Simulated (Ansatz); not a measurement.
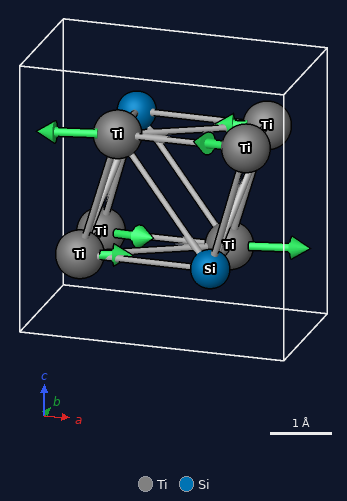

The lowest optical mode of solid Ti₃Si, space group P6₃/mmc (No. 194), at the zone centre. The green arrows are the displacements of the atoms (eigenvector over the root of the mass), of arbitrary overall length and sign. The picture is a ball-and-stick view of the cell of the calculation, seen from a free direction.

The calculation used DFT LDA, scalar-relativistic, plane waves, PAW in Ansatz. Settings: plane-wave cutoff 420 eV; k-point mesh 6 × 6 × 8; occupations fermi dirac; smearing width 0.15 eV; no spin polarisation.

The frequencies depend somewhat on the k-mesh and the smearing.

Q: Is the structure stable against all modes at this point?

A: Yes: this softest mode has a real frequency, and so have all others here. That speaks for this wave vector alone: the rest of the zone wasn't checked in this run. This is the E₂g mode (doubly degenerate; one member of the set is drawn) at 77 cm⁻¹, the lowest optical level, Raman-active by symmetry. The Si atoms hardly move; atoms of one kind move against one another, with no net shift of their sublattice.
